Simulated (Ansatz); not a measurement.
## Single-point calculation, with input and output: Ta

Ta (Fm-3m, 8 atoms in the cell), computed with DFT r2SCAN, scalar-relativistic, plane waves, PAW, no spin polarisation (Ansatz 0.2.0).

The structure derives from an entry of the Crystallography Open Database. It belongs to a series of runs on one base structure; here: the relaxed cell repeated 8 times. Figures and captions count atoms from 1; the log counts them from 0 in places.

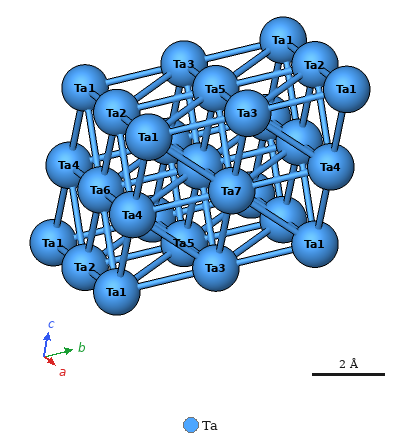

*The input geometry (ball-and-stick view of the cell of the calculation, seen slightly off an axis; atoms are numbered from 1 in the order of the input). An atom can appear more than once, as a periodic image.*

Near neighbours in the periodic cell (some may lie outside the picture): Ta has 12 Ta at 2.98 Å.

**Input file**
```yaml
crystal:
  lattice:
    - [-4.2078571111, 4.2078571111, 0.0]
    - [-4.2078571111, 0.0, 4.2078571111]
    - [0.0, 4.2078571111, 4.2078571111]
  atoms:
    - { symbol: Ta, position: [0.0, 0.0, 0.0] }
    - { symbol: Ta, position: [0.5, 0.0, 0.0] }
    - { symbol: Ta, position: [0.0, 0.5, 0.0] }
    - { symbol: Ta, position: [0.0, 0.0, 0.5] }
    - { symbol: Ta, position: [0.5, 0.5, 0.0] }
    - { symbol: Ta, position: [0.5, 0.0, 0.5] }
    - { symbol: Ta, position: [0.0, 0.5, 0.5] }
    - { symbol: Ta, position: [0.5, 0.5, 0.5] }
basis:
  ecutwfc: 500
kpoints:
  mp_grid: { grid: [12, 12, 12] }
hamiltonian:
  xc: r2scan
scf:
  occupations: { method: gaussian, width: 0.15 }
output:
  forces: true
  stress: true
  eigenvalues: true
  write_density: true
  write_potential: true
  elf: true
  volumetric_format: npy
```

Hardware: 1 thread of AMD EPYC (Zen 5), 32 GiB of memory available, shared host.

Command:
```bash
ansatz run input.yaml --threads 1 --pin off --max-ram 2560MiB --backend cpu --events-out ev --progress --plain --runs-dir out
```

**Log**
```
Engine: ansatz 0.2.0, x86_64-unknown-linux-gnu
Pseudopotentials: kind: paw
Pseudopotential: Ta, paw, valence charge 13, recommended cutoff 500 eV (meta_gga), Ta.paw.azcp
Functional definition: r2SCAN
  parameter k0 = 0.174
  parameter k1 = 0.065
  parameter a1 = 4.9479
  exchange = r2scan_x(k0 = k0, k1 = k1, a1 = a1)
  correlation = r2scan_c
Crystal: 8 atoms, lattice volume = 149.009 Å³
Basis set: ecut = 500 eV, 3767 PW (Γ), exchange–correlation on 180×180×180 points (64 copies of the dense FFT grid, shifted against one another)
Bands: 63, of which v1, the nominal top of the filled ones, is band 52 counted from 1 (51 counted from 0)
Symmetry: 384 space group operations
Space group: Fm-3m (ITA 225), of the structure as read, at distance tolerance 5.3e-5 Å
k-points: 72 of 1728
Non-local potential: Ta, projectors of the file, l = 0: 3, l = 1: 2, l = 2: 2, l = 3: 1
PAW form: soft (Blöchl's): semilocal exchange-correlation on the pseudo side does not see the compensation charge
PAW frozen core: Ta, regenerated for the run's functional (the file was generated under x = pbe(κ = 0.804, μ = 0.2195149727645171), c = pbe(β = 0.06672455060314922))
PAW one-centre angular grid: Ta, 590 points (default); XC on 160 Gauss nodes
Initial density: superposition of atomic densities (neutral atoms: chi_scale 0, normalization atom), corrected by the library's trained network
Initial wavefunctions: pseudopotential atomic-orbital guess
Functional: x = r2scan, c = r2scan; τ floored in thin density (d = 2e-4 eV/Å³)
SCF iter   1: F=—  HF=-79552.505106 eV  |F-HF|=—  |Δ(HF+E_count)|=         —  Δρ=6.78e-3  dr2=2.06e-2  dr2_τ=1.30e-1  ethr=1.77e-3  ⟨swp⟩=5.7  Hψ=17649  notcnv=0  defer=1
preconditioner: auto → Kerker (q_TF=auto, 2.570 Å⁻¹)  [metal: Δε(μ)=0.009 eV  Ē_g=3.979 eV  σ=0.150 eV  W_gap=0.04  n_scr=50 (ndim 8)  ℏωp=19.2 eV  f_vac=0.000  D(μ)=8.59/eV (n_scr^D=64)]
SCF iter   2: F=—  HF=-79552.648262 eV  |F-HF|=—  |Δ(HF+E_count)|=   1.43e-1  Δρ=4.75e-3  dr2=1.21e-2  dr2_τ=2.61e-3  ethr=1.98e-5  ⟨swp⟩=2.0  Hψ=8700  notcnv=0  defer=1
SCF iter   3: F=—  HF=-79552.659563 eV  |F-HF|=—  |Δ(HF+E_count)|=   1.13e-2  Δρ=3.70e-4  dr2=1.36e-4  dr2_τ=1.36e-4  ethr=1.17e-5  ⟨swp⟩=3.0  Hψ=8708  notcnv=0  defer=1
SCF iter   4: F=—  HF=-79552.659687 eV  |F-HF|=—  |Δ(HF+E_count)|=   1.24e-4  Δρ=1.54e-4  dr2=2.89e-5  dr2_τ=1.46e-6  ethr=1.31e-7  ⟨swp⟩=2.0  Hψ=5941  notcnv=0  defer=1
SCF iter   5: F=—  HF=-79552.659784 eV  |F-HF|=—  |Δ(HF+E_count)|=   9.73e-5  Δρ=1.69e-5  dr2=1.46e-7  dr2_τ=1.01e-7  ethr=2.78e-8  ⟨swp⟩=2.0  Hψ=7232  notcnv=0  defer=1
SCF iter   6: F=-79552.659784 eV  HF=-79552.659784 eV  |F-HF|=1.43e-8  |Δ(HF+E_count)|=   1.55e-7  Δρ=5.53e-6  dr2=2.03e-8  dr2_τ=4.19e-9  ethr=9.62e-11  ⟨swp⟩=13.9  Hψ=30517  notcnv=0
SCF 1 converged in 6 iterations: F = -79552.659784 eV  dr2 = 2.03e-8
  greatest PAW one-centre occupation: 0.998 electrons in one spin orbital (limit 2), on the Ta atom at site 7 (counted from 0), in its partial waves of l = 0
SCF converged after 6 iterations
Free energy (F): -79552.659784 eV
Harris-Foulkes:  -79552.659784 eV  (|F-HF|=1.43e-8)
Internal energy: -79552.564530 eV  (E = F + TS)
E sigma→0 (E₀):  -79552.612157 eV
Entropy (-TS):   -0.095254 eV (-11.907 meV/atom)
Fermi energy:    18.195551 eV
--- Per-component energies (eV) ---
  E_band       = -1006.701368
  E_kinetic    = 2927.785679
  E_local      = -4530.822253  (includes V_loc(G=0)·N_el)
  E_nonlocal   = 114.676821
  E_hartree    = 1562.297451
  E_xc         = -1632.659000
  E_vxc        = -1771.674773  (∫ρ·V_xc dr)
  E_paw        = -67381.496592  (= ΣΔE_a)
  E_vpaw       = -960.128923  (= ΣTr[D̂ρ^β])
  E_aug_tail   = 0.000684  (compensation charges beyond the density's cutoff)
  E_vtau       = 88.865301  (kinetic-family band-sum trace: ∫τ·v_τ [+ j·A + Jᵃ·Aᵃ] dr)
  E_ewald      = -10606.297078
  E_core_change = -6.050242  (= ΣΔE_core)
  E_smearing   = -0.095254  (= −TS)
  E_closure    = -0.000000  (closes the sum)
  Σ components = -79552.659784   (vs F -79552.659784, Δ=0.00e0)
--- Forces (eV/Å), atoms counted from 1 ---
  atom   1  Ta    -0.00000000    -0.00000000     0.00000000
  atom   2  Ta    -0.00000000    -0.00000000    -0.00000000
  atom   3  Ta    -0.00000000    -0.00000000     0.00000000
  atom   4  Ta    -0.00000000    -0.00000000     0.00000000
  atom   5  Ta    -0.00000000    -0.00000000     0.00000000
  atom   6  Ta    -0.00000000     0.00000000    -0.00000000
  atom   7  Ta    -0.00000000    -0.00000000     0.00000000
  atom   8  Ta    -0.00000000    -0.00000000    -0.00000000
  max |Σ_I F_I| component: 8.28e-29 eV/Å
--- Stress (GPa, compression-positive) ---
        0.015977       0.000000      -0.000000
       -0.000000       0.015977      -0.000000
        0.000000       0.000000       0.015977
  P = ⅓ Tr σ = 0.0160 GPa (0.160 kbar)
--- Band table (eV; the first three rows and the last of 72) ---
  k-point 0: bands = ["-51.2315", "-51.1308", "-51.1308", "-51.1308", "-51.1308", "-51.0978", "-51.0978", "-51.0978", "-17.6392", "-17.6392", "-17.6392", "-17.6392", "-17.5692", "-17.5692", "-17.5692", "-16.9318", "-16.9318", "-16.9318", "-16.9318", "-16.9318", "-16.9318", "-16.6850", "-16.6850", "-16.6850", "-16.6850", "-16.6850", "-16.6850", "-16.6850", "-16.6850", "-16.5406", "-16.5406", "-16.5406", "9.6190", "13.3348", "13.3348", "13.3348", "13.3348", "13.5956", "13.5956", "13.5956", "14.6329", "14.6329", "14.6329", "18.5241", "18.5241", "18.5241", "18.5241", "18.5241", "18.5241", "18.5241", "18.5241", "18.6970", "18.6970", "18.6970", "18.7045", "18.7045", "18.7045", "18.7045", "21.0895", "21.0895", "21.0895", "21.9839", "21.9839"]
  k-point 1: bands = ["-51.2298", "-51.1325", "-51.1302", "-51.1302", "-51.1302", "-51.0984", "-51.0984", "-51.0984", "-17.6312", "-17.6312", "-17.6312", "-17.6217", "-17.5602", "-17.5602", "-17.5602", "-16.9389", "-16.9389", "-16.9389", "-16.9277", "-16.9277", "-16.9277", "-16.6971", "-16.6971", "-16.6971", "-16.6893", "-16.6893", "-16.6893", "-16.6826", "-16.6826", "-16.5608", "-16.5432", "-16.5432", "9.6925", "13.3134", "13.3991", "13.3991", "13.3991", "13.6440", "13.6440", "13.6440", "14.6785", "14.6785", "14.6785", "18.2976", "18.2976", "18.2976", "18.5506", "18.5506", "18.5707", "18.5869", "18.5869", "18.5869", "18.6285", "18.7326", "18.7326", "18.7573", "18.7573", "18.7573", "20.8748", "20.8748", "20.8748", "21.9471", "21.9471"]
  k-point 2: bands = ["-51.2248", "-51.1376", "-51.1286", "-51.1286", "-51.1286", "-51.1000", "-51.1000", "-51.1000", "-17.6081", "-17.6081", "-17.6081", "-17.5702", "-17.5350", "-17.5350", "-17.5350", "-16.9584", "-16.9584", "-16.9584", "-16.9157", "-16.9157", "-16.9157", "-16.7322", "-16.7322", "-16.7322", "-16.7019", "-16.7019", "-16.7019", "-16.6755", "-16.6755", "-16.6194", "-16.5506", "-16.5506", "9.9090", "13.2367", "13.5855", "13.5855", "13.5855", "13.7842", "13.7842", "13.7842", "14.8137", "14.8137", "14.8137", "17.8856", "17.8856", "17.8856", "18.2319", "18.4388", "18.6276", "18.6276", "18.6802", "18.6802", "18.6802", "18.7742", "18.7742", "18.7742", "18.8323", "18.8323", "20.3243", "20.3243", "20.3243", "21.8511", "21.8511"]
  k-point 71: bands = ["-51.1549", "-51.1549", "-51.1549", "-51.1549", "-51.1073", "-51.1073", "-51.1073", "-51.1073", "-17.3304", "-17.3304", "-17.3304", "-17.3304", "-17.2021", "-17.2021", "-17.2021", "-17.2021", "-17.1847", "-17.1847", "-17.1847", "-17.1847", "-16.8238", "-16.8238", "-16.8238", "-16.8238", "-16.8175", "-16.8175", "-16.8175", "-16.8175", "-16.6814", "-16.6814", "-16.6814", "-16.6814", "13.1376", "13.1376", "13.1376", "13.1376", "15.8106", "15.8106", "15.8106", "15.8106", "16.1018", "16.1018", "16.1018", "16.1018", "16.5025", "16.5025", "16.5025", "16.5025", "16.9501", "16.9501", "16.9501", "16.9501", "18.2464", "18.2464", "18.2464", "18.2464", "20.7343", "20.7343", "20.7343", "20.7343", "20.7963", "20.7963", "20.7963"]
```

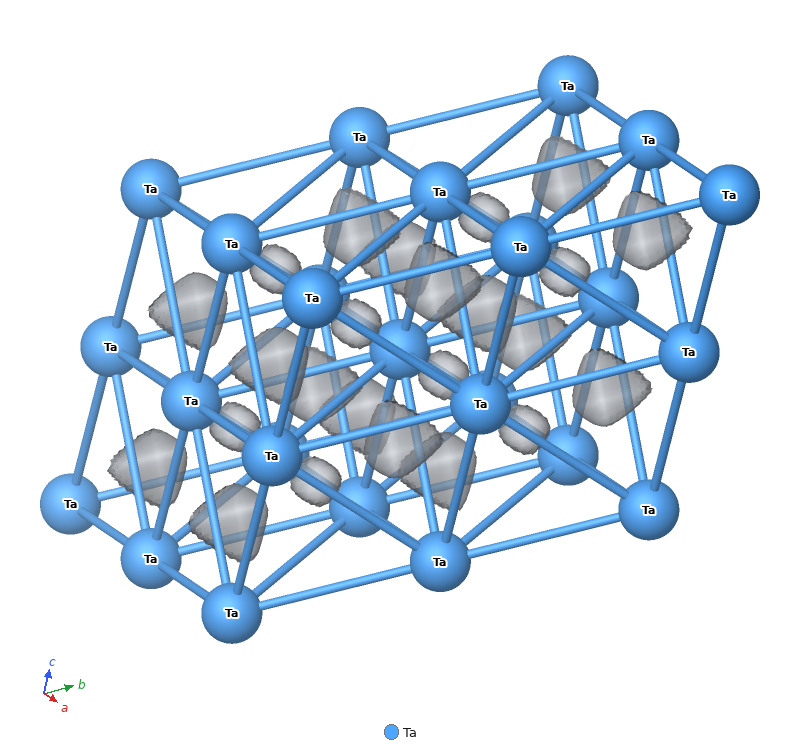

*Isosurface of the electron localisation function at 0.55 (grey), seen slightly off an axis. Core shells and regions of very low density are left out. Sticks mark near contacts. The outline is the calculation cell.*

Along the contacts the grid gives the following. Ta–Ta (2.98 Å): the ELF is about 0.30 at the midpoint; no shared electron pair. Core electrons are frozen (PAW), so the fields are smoothed inside the atomic spheres.

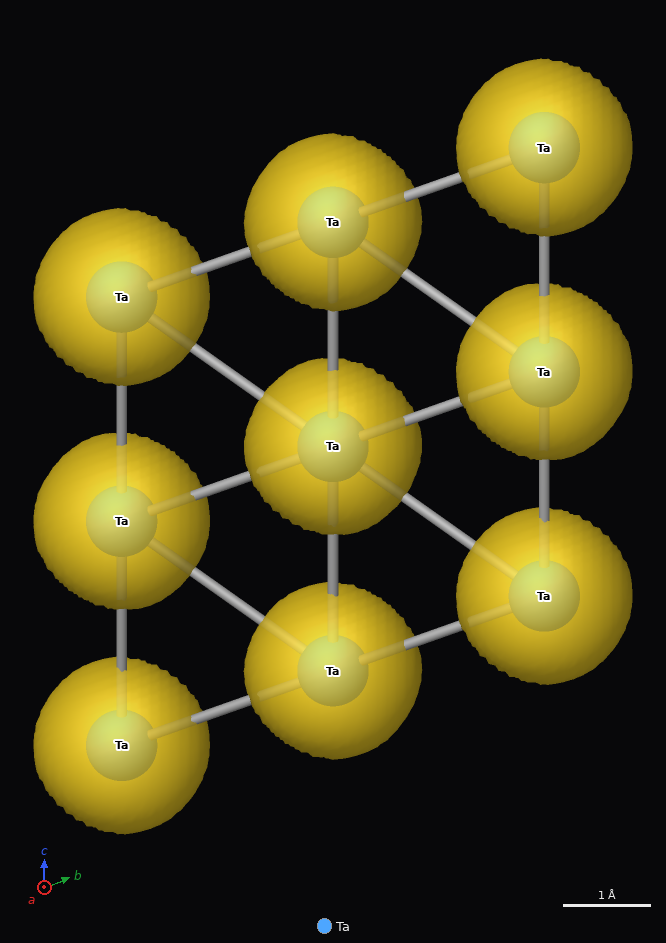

*Isosurface of the valence pseudo-density at 0.6 e/Å³ (yellow), seen along the a axis. Sticks mark near contacts. The outline is the calculation cell.*

At this value the density breaks into separate islands; it holds about 70 % of the electrons treated as valence (semicore included). It is pinched off along the Ta–Ta (2.98 Å) contacts. On the grid the lowest density along these lines, outside the cores, is 0.27 e/Å³ (Ta–Ta, 2.98 Å).

**Results in brief**

```csv
quantity,value
outcome,converged
space group (tolerance 0.01 Å),Fm-3m (225)
electrons treated,104
free energy,−79552.6598 eV
Fermi energy,18.196 eV
gap on the k-point mesh,none (metallic)
pressure,0.02 GPa
largest force (length of the vector),under 0.001 eV/Å
wall time,27 s
peak memory,1.2 GiB
```

Spin–orbit coupling is left out, which matters for Ta.
